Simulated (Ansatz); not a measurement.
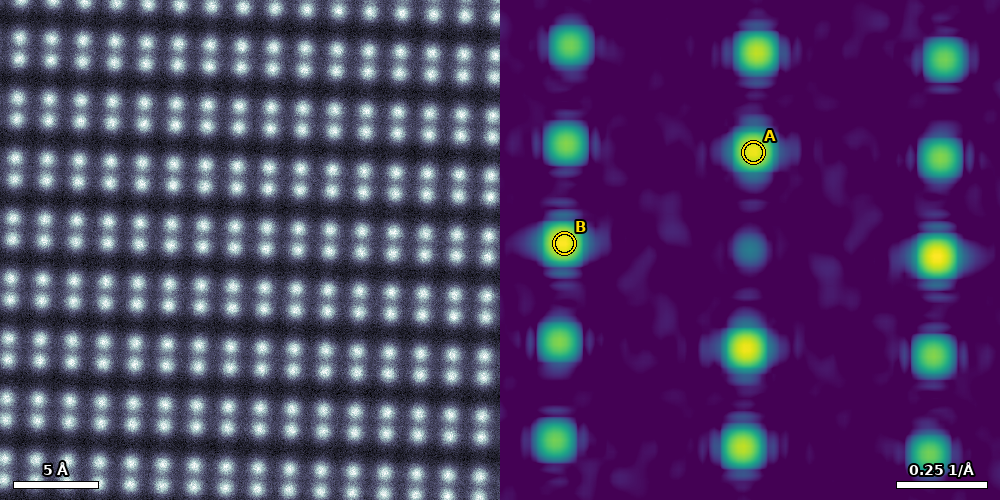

Integrated-DPC-like image of As (R-3m, No. 166) along [210]. Simulated as the projected potential of neutral atoms (B = 0.5 Å²) blurred by a 0.50 Å probe, the thin-sample limit of integrated differential phase contrast. The display is stretched by a gamma of 0.65; percentages refer to the linear signal. Shot noise was added. Structure: a calculation's starting geometry.

The right panel is the modulus of the image's Fourier transform on a logarithmic scale.

a = 3.807 Å, b = 3.807 Å, c = 10.824 Å, α = 90.00°, β = 90.00°, γ = 120.00°

> Index the marked spots and give their plane spacings (the zone axis points at the viewer; indices equivalent by symmetry, or all signs reversed, are as good).

A: (0 0 -3), d = 3.61 Å; B: (-1 2 0), d = 1.90 Å. A and B enclose 90°, and every spot obeys the zone law hu + kv + lw = 0 for [210].
